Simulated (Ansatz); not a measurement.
**Geometry relaxation of GaP (part 2 of 2)**

Continued. System: GaP (4 atoms in the cell). Method: DFT PBE, scalar-relativistic, plane waves, PAW, no spin polarisation (Ansatz 0.2.0); cutoff 420 eV, 12×12×12 k-mesh, Gaussian smearing of 0.02 eV. The structure was made by a generator, so it may or may not be a known phase.

Geometry of the input (Å; fractional positions):
```
1.9433  1.1220  6.4296
-1.9433  1.1220  6.4296
0.0000  -2.2439  6.4296
Ga 0.5642  0.5642  0.5642
Ga 0.4358  0.4358  0.4358
P  0.9422  0.9422  0.9422
P  0.0578  0.0578  0.0578
```

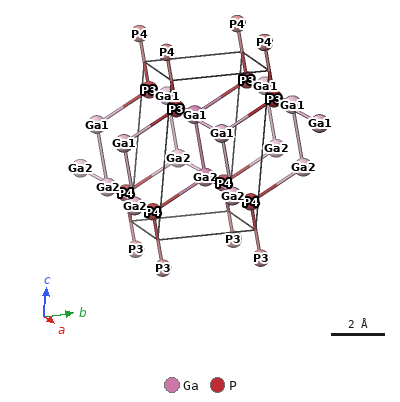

**Figure 1.** The geometry at step 1 of the log (ball-and-stick view of the reduced cell, seen slightly off an axis; neighbours outside the cell are drawn fainter; atoms are numbered from 1 in the order of the input).

### What the program printed, continued
```
SCF iter   1: F=—  HF=-9078.596507 eV  |F-HF|=—  |Δ(HF+E_count)|=         —  Δρ=3.62e-4  dr2=1.23e-4  ethr=3.09e-7  ⟨swp⟩=2.9  Hψ=24550  notcnv=0
preconditioner: auto → Resta (q_TF=auto, 2.368 Å⁻¹)  ε∞=4.2  [insulator: Δε(μ)=0.803 eV  Ē_g=13.573 eV  σ=0.020 eV  W_gap=1.00  n_scr=22 (ndim 8)  ℏωp=24.3 eV  f_vac=0.010  D(μ)=0.00/eV (n_scr^D=0)  ε∞_Penn≈4.2]
SCF iter   2: F=—  HF=-9078.596483 eV  |F-HF|=—  |Δ(HF+E_count)|=   2.39e-5  Δρ=1.58e-4  dr2=1.11e-5  ethr=3.09e-7  ⟨swp⟩=2.0  Hψ=5017  notcnv=0
SCF iter   3: F=—  HF=-9078.596485 eV  |F-HF|=—  |Δ(HF+E_count)|=   1.50e-6  Δρ=5.01e-5  dr2=1.28e-6  ethr=3.09e-8  ⟨swp⟩=3.0  Hψ=7537  notcnv=0
SCF iter   4: F=-9078.596486 eV  HF=-9078.596486 eV  |F-HF|=1.92e-7  |Δ(HF+E_count)|=   8.96e-7  Δρ=1.15e-5  dr2=1.69e-7  ethr=1.11e-9  ⟨swp⟩=12.9  Hψ=33961  notcnv=0
SCF 2 converged in 4 iterations: F = -9078.596486 eV  dr2 = 1.69e-7
relax step   2: F+E_penalty+E_count = -9078.59648562 eV  Δ(F+E_penalty+E_count) = -5.959e-4 eV  max|allowed force component| = 2.917e-2 eV/Å  Δτ_max = 0.0037 Å  P = -0.039 GPa  Ω = 84.119 Å³  energy of the carried Pulay correction = -1.800e-6 eV  (4 SCF iters, dr2 threshold 3.98e-7 eV, accepted)
Crystal: 4 atoms, lattice volume = 84.092 Å³
iter 1 solved again at ethr=2.86e-8 eV; its pass at ethr=3.10e-3 eV (dr2=1.03e-5 eV) is discarded
SCF iter   1: F=—  HF=-9078.596548 eV  |F-HF|=—  |Δ(HF+E_count)|=         —  Δρ=1.23e-4  dr2=1.27e-5  ethr=2.86e-8  ⟨swp⟩=3.1  Hψ=25086  notcnv=0
preconditioner: auto → Resta (q_TF=auto, 2.369 Å⁻¹)  ε∞=4.2  [insulator: Δε(μ)=0.807 eV  Ē_g=13.575 eV  σ=0.020 eV  W_gap=1.00  n_scr=22 (ndim 8)  ℏωp=24.3 eV  f_vac=0.010  D(μ)=0.00/eV (n_scr^D=0)  ε∞_Penn≈4.2]
SCF iter   2: F=—  HF=-9078.596541 eV  |F-HF|=—  |Δ(HF+E_count)|=   7.37e-6  Δρ=5.73e-5  dr2=1.90e-6  ethr=2.86e-8  ⟨swp⟩=2.0  Hψ=5032  notcnv=0
SCF iter   3: F=—  HF=-9078.596541 eV  |F-HF|=—  |Δ(HF+E_count)|=   1.22e-7  Δρ=1.57e-5  dr2=2.34e-7  ethr=5.27e-9  ⟨swp⟩=2.3  Hψ=5604  notcnv=0
SCF iter   4: F=—  HF=-9078.596541 eV  |F-HF|=—  |Δ(HF+E_count)|=   6.84e-8  Δρ=8.88e-6  dr2=5.06e-8  ethr=1.48e-10  ⟨swp⟩=11.4  Hψ=32385  notcnv=0
SCF iter   5: F=-9078.596541 eV  HF=-9078.596541 eV  |F-HF|=6.19e-9  |Δ(HF+E_count)|=   3.84e-8  Δρ=2.76e-6  dr2=6.52e-9  ethr=1.40e-10  ⟨swp⟩=8.9  Hψ=27052  notcnv=0
SCF 3 converged in 5 iterations: F = -9078.596541 eV  dr2 = 6.52e-9
relax step   3: F+E_penalty+E_count = -9078.59654100 eV  Δ(F+E_penalty+E_count) = -5.538e-5 eV  max|allowed force component| = 4.408e-3 eV/Å  Δτ_max = 0.0011 Å  P = +0.000 GPa  Ω = 84.092 Å³  energy of the carried Pulay correction = +4.046e-6 eV  (5 SCF iters, dr2 threshold 5.32e-8 eV, accepted)
Initial wavefunctions: pseudopotential atomic-orbital guess (no wavefunctions were taken with the density)
iter 1 solved again at ethr=4.60e-7 eV; its pass at ethr=3.10e-3 eV (dr2=1.66e-4 eV) is discarded
SCF iter   1: F=—  HF=-9078.596542 eV  |F-HF|=—  |Δ(HF+E_count)|=         —  Δρ=3.31e-6  dr2=7.85e-9  ethr=4.60e-7  ⟨swp⟩=3.8  Hψ=34175  notcnv=0
eigensolver tolerance schedule: the retry pair's looser diagonalisation over-reported the residual by 21087.20 of it (diagonalisation noise at an unbounded share of the residual, at the tolerance the schedule requests for it); recorded, not acted on — ethr = c·dr2/N_el stays at c = 1.0e-1
SCF iter   2: F=—  HF=-9078.596536 eV  |F-HF|=—  |Δ(HF+E_count)|=   6.01e-6  Δρ=1.73e-6  dr2=3.17e-9  ethr=2.18e-11  ⟨swp⟩=3.9  Hψ=10632  notcnv=0
SCF iter   3: F=—  HF=-9078.596536 eV  |F-HF|=—  |Δ(HF+E_count)|=   3.14e-9  Δρ=1.05e-6  dr2=1.12e-9  ethr=8.81e-12  ⟨swp⟩=2.0  Hψ=7628  notcnv=0
SCF iter   4: F=—  HF=-9078.596536 eV  |F-HF|=—  |Δ(HF+E_count)|=  7.86e-10  Δρ=3.27e-7  dr2=1.19e-10  ethr=3.10e-12  ⟨swp⟩=2.0  Hψ=7581  notcnv=0
SCF iter   5: F=-9078.596536 eV  HF=-9078.596536 eV  |F-HF|=3.64e-12  |Δ(HF+E_count)|=  1.11e-10  Δρ=1.51e-7  dr2=1.02e-11  ethr=1.00e-12  ⟨swp⟩=8.0  Hψ=23505  notcnv=0
SCF 4 converged in 5 iterations: F = -9078.596536 eV  dr2 = 1.02e-11
relax step   4: F+E_penalty+E_count = -9078.59653599 eV  Δ(F+E_penalty+E_count) = +5.006e-6 eV  max|allowed force component| = 4.399e-3 eV/Å  Δτ_max = 0.0000 Å  P = +0.000 GPa  Ω = 84.092 Å³  stress off target by 2.13e-3 GPa  SCF on the basis re-selected at this cell (its energy is not comparable with the rows above)  (5 SCF iters)
basis re-selected at this cell: Δ(F+E_penalty+E_count) = +5.006e-6 eV, ΔP = +0.000 GPa vs the last step (what re-selecting the basis moved, of the pressure what is left beyond the Pulay correction that the steps carried, after the strain that the cell walked since its last selection, with what the two solves' SCF thresholds leave and, on support functions, any second-order correction that the steps lacked; it is no measure of the basis error at this ecutwfc). This SCF's stress stands 2.13e-3 GPa from its target on what of the cell is left free (relax.cell.stress_tol is 5.00e-2 GPa) and its largest allowed force component is 4.40e-3 eV/Å (relax.f_tol is 1.00e-2 eV/Å): within both
SCF converged after 5 iterations
Free energy (F): -9078.596536 eV
Harris-Foulkes:  -9078.596536 eV  (|F-HF|=3.64e-12)
Internal energy: -9078.596536 eV  (E = F + TS)
E sigma→0 (E₀):  -9078.596536 eV
Fermi energy:    7.364537 eV
--- Per-component energies (eV) ---
  E_band       = -126.594380
  E_kinetic    = 371.158654
  E_local      = -4520.525952  (includes V_loc(G=0)·N_el)
  E_nonlocal   = 915.351221
  E_hartree    = 2089.667929
  E_xc         = -261.008991
  E_vxc        = -237.230676  (∫ρ·V_xc dr)
  E_paw        = -5114.681337  (= ΣΔE_a)
  E_vpaw       = -834.683371  (= ΣTr[D̂ρ^β])
  E_aug_tail   = -0.000208  (compensation charges beyond the density's cutoff)
  E_ewald      = -2558.557853
  E_smearing   = -0.000000  (= −TS)
  E_closure    = 0.000000  (closes the sum)
  Σ components = -9078.596536   (vs F -9078.596536, Δ=0.00e0)
--- Forces (eV/Å), atoms counted from 1 ---
  atom   1  Ga     0.00000000     0.00000000    -0.00439875
  atom   2  Ga    -0.00000000    -0.00000000     0.00439875
  atom   3  P      0.00000000    -0.00000000     0.00368998
  atom   4  P     -0.00000000     0.00000000    -0.00368998
  max |Σ_I F_I| component: 3.83e-18 eV/Å
--- Stress (GPa, compression-positive) ---
       -0.000436       0.000000      -0.000000
        0.000000      -0.000436      -0.000000
       -0.000000      -0.000000       0.002127
  P = ⅓ Tr σ = 0.0004 GPa (0.004 kbar)
--- Band table (eV; the first three rows and the last of 189) ---
  k-point 0: bands = ["-7.7745", "-7.6455", "-7.6455", "-7.6310", "-7.6310", "-7.5797", "-7.5797", "-7.4566", "-7.4566", "-7.4441", "-6.1456", "-3.4628", "-0.1926", "5.1853", "5.1853", "6.6976", "6.9613", "6.9613", "8.1248", "8.4497", "9.7029", "10.6267"]
  k-point 1: bands = ["-7.7730", "-7.6542", "-7.6447", "-7.6353", "-7.6280", "-7.5809", "-7.5779", "-7.4610", "-7.4570", "-7.4357", "-6.0752", "-3.3991", "-0.1459", "4.6795", "5.0940", "6.1895", "6.5751", "6.7777", "8.6023", "8.8873", "9.9033", "10.6329"]
  k-point 2: bands = ["-7.7691", "-7.6762", "-7.6458", "-7.6428", "-7.6200", "-7.5845", "-7.5728", "-7.4667", "-7.4581", "-7.4197", "-5.8737", "-3.2120", "-0.0276", "3.7325", "4.8673", "4.9352", "6.2200", "6.3628", "9.1928", "9.4376", "9.7291", "11.3495"]
  k-point 188: bands = ["-7.7725", "-7.6432", "-7.6432", "-7.6336", "-7.6336", "-7.5808", "-7.5808", "-7.4573", "-7.4551", "-7.4551", "-5.9115", "-4.1847", "1.8890", "3.2246", "5.2767", "5.2767", "6.7108", "6.7108", "8.1163", "9.3305", "10.8151", "10.8151"]
--- Relaxed structure (3 steps of the walk, 3 accepted, 1 SCFs on fresh bases) ---
  F+E_penalty+E_count = -9078.59653599 eV   max|allowed force component| = 4.399e-3 eV/Å   (the final SCF, on the basis selected at the relaxed cell)
  cell:  # Å, volume = 84.0921 Å³
    - [1.9423284414572497, 1.1214038485133306, 6.43456399192796]
    - [-1.9423284414572497, 1.1214038485133306, 6.43456399192796]
    - [1.422619812427063e-33, -2.242807697076699, 6.434563991919238]
  atoms:
    - { symbol: Ga, position: [0.5644298977788517, 0.5644298977788517, 0.5644298977788518] }
    - { symbol: Ga, position: [0.43557010222114834, 0.43557010222114834, 0.43557010222114845] }
    - { symbol: P, position: [0.9424821707161016, 0.9424821707161016, 0.9424821707161019] }
    - { symbol: P, position: [0.057517829283898314, 0.057517829283898314, 0.05751782928389833] }
```

### Trajectory as extended XYZ (Å, eV, eV/Å), 4 frames, from step=1 to step=4
```
4
Lattice="1.9433 1.1220 6.4296 -1.9433 1.1220 6.4296 0.0000 -2.2439 6.4296" Properties=species:S:1:pos:R:3:forces:R:3 step=1 energy=-9078.59589 pressure_GPa=-0.06
Ga    0.0000    0.0000   10.8830    0.0000   0.0000   0.0598
Ga    0.0000    0.0000    8.4058    0.0000   0.0000  -0.0598
P     0.0000    0.0000   18.1746    0.0000   0.0000   0.0798
P     0.0000    0.0000    1.1142    0.0000   0.0000  -0.0798
4
Lattice="1.9423 1.1214 6.4366 -1.9423 1.1214 6.4366 0.0000 -2.2428 6.4366" Properties=species:S:1:pos:R:3:forces:R:3 step=2 energy=-9078.59649 pressure_GPa=-0.04
Ga    0.0000    0.0000   10.8981    0.0000   0.0000   0.0081
Ga    0.0000    0.0000    8.4119    0.0000   0.0000  -0.0081
P     0.0000    0.0000   18.1982    0.0000   0.0000   0.0292
P     0.0000    0.0000    1.1118    0.0000   0.0000  -0.0292
4
Lattice="1.9423 1.1214 6.4346 -1.9423 1.1214 6.4346 0.0000 -2.2428 6.4346" Properties=species:S:1:pos:R:3:forces:R:3 step=3 energy=-9078.59654 pressure_GPa=0.00
Ga    0.0000    0.0000   10.8956    0.0000   0.0000  -0.0044
Ga    0.0000    0.0000    8.4081    0.0000   0.0000   0.0044
P     0.0000    0.0000   18.1934    0.0000   0.0000   0.0037
P     0.0000    0.0000    1.1103    0.0000   0.0000  -0.0037
4
Lattice="1.9423 1.1214 6.4346 -1.9423 1.1214 6.4346 0.0000 -2.2428 6.4346" Properties=species:S:1:pos:R:3:forces:R:3 step=4 energy=-9078.59654 pressure_GPa=0.00
Ga    0.0000    0.0000   10.8956    0.0000   0.0000  -0.0044
Ga    0.0000    0.0000    8.4081    0.0000   0.0000   0.0044
P     0.0000    0.0000   18.1934    0.0000   0.0000   0.0037
P     0.0000    0.0000    1.1103    0.0000   0.0000  -0.0037
```

### Key numbers

| quantity | value |
| --- | --- |
| outcome | converged |
| space group (tolerance 0.01 Å) | R-3m (166) |
| electrons treated | 36 |
| free energy | −9078.5965 eV |
| Fermi energy | 7.365 eV |
| gap on the k-point mesh | 0.81 eV |
| pressure | 0.00 GPa |
| final volume | 84.09 Å³ |
| largest force (length of the vector) at the end | 0.004 eV/Å |
| final cell | a = 6.814 Å, b = 6.814 Å, c = 6.814 Å, α = 33.12°, β = 33.12°, γ = 33.12° |
| hardware | 1 thread of Intel Xeon (Sapphire Rapids), 16 GiB of memory available, shared host |
| wall time | 56 s |
| peak memory | 0.63 GiB |
